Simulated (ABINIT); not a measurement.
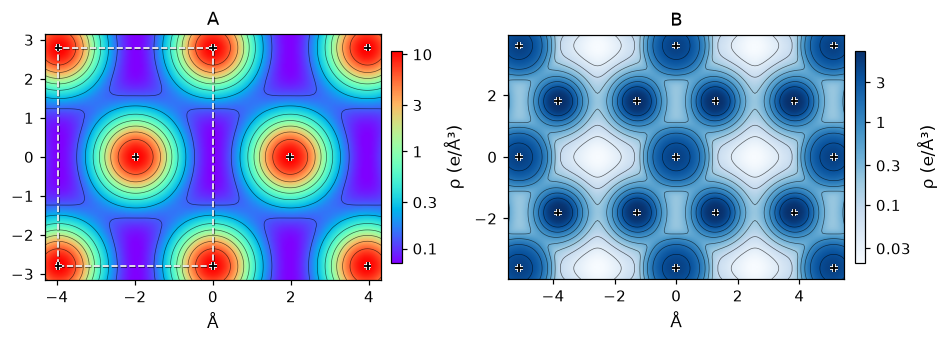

The valence electron density of 2 systems, each on a plane through atoms (crosses mark nuclei in the plane).

All numbers below come from Kohn-Sham DFT of a periodic cell, BP86, JTH PAW PBE v2.0 (ABINIT 10.8.3).

System 1: HfO₂, the (110) plane of the conventional cell. Space group Fm-3m; computed pressure about −6 GPa in this cell.

```
Hf O
1.0
     5.11500    0.00000    0.00000
     0.00000    5.11500    0.00000
     0.00000    0.00000    5.11500
Hf O
4 8
Direct
  0.00000 0.00000 0.00000
  0.50000 0.50000 0.00000
  0.50000 0.00000 0.50000
  0.00000 0.50000 0.50000
  0.75000 0.25000 0.25000
  0.25000 0.75000 0.25000
  0.25000 0.25000 0.75000
  0.75000 0.75000 0.75000
  0.25000 0.25000 0.25000
  0.75000 0.75000 0.25000
  0.75000 0.25000 0.75000
  0.25000 0.75000 0.75000
```

System 2: Bi, the (11̄0) plane of the conventional cell. Space group Im-3m; a structure from a database of computed crystals, not necessarily the ambient phase.

```
CELL_PARAMETERS angstrom
3.96286 0.00000 0.00000
0.00000 3.96286 0.00000
0.00000 0.00000 3.96286
ATOMIC_POSITIONS crystal
Bi 0.00000 0.00000 0.00000
Bi 0.50000 0.50000 0.50000
```

**Match each panel to its system.**

Panel A is system 2, Bi: the plane holds Bi. Bi–Bi (3.43 Å): the density is about 0.15 e/Å³ at the midpoint. Panel B is system 1, HfO₂: the plane holds Hf and O. Hf–O (2.21 Å): ρ at the midpoint is about 0.57 e/Å³.
